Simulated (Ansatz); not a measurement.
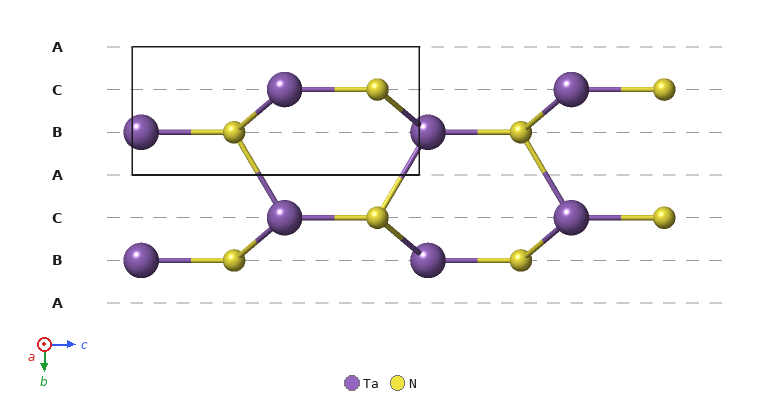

The picture looks along a close-packed row of the hexagonal mesh; c points to the right. The dashed lines mark the three columns A (0, 0), B (1/3, 2/3) and C (2/3, 1/3). The sequence starts with the first layer at or above the cell's origin.

TaN (space group P6_3mc, No. 186). Coordinates: the geometry relaxed with DFT PBE, scalar-relativistic, plane waves, PAW in Ansatz 0.2.0.

**List the layers of one repeat.**

Ta(B) – N(B) – Ta(C) – N(C) (four layers in 6.10 Å).

**How are the N layers alone stacked?**

N layers alone: BC, the hexagonal close-packed type.

**Which positions between or in the N layers do the other atoms fill?**

Ta: two tetrahedral sites (per hexagonal cell).

**What short polytype symbol fits?**

Polytype symbol 2H, the symbol of a tetrahedral polytype (number of double layers in the repeat and lattice).

Heights of the layers:

```csv
layer,atoms (column),height (Å),to next (Å)
1,Ta(B),0.19,1.98
2,N(B),2.16,1.08
3,Ta(C),3.24,1.98
4,N(C),5.22,1.08
```
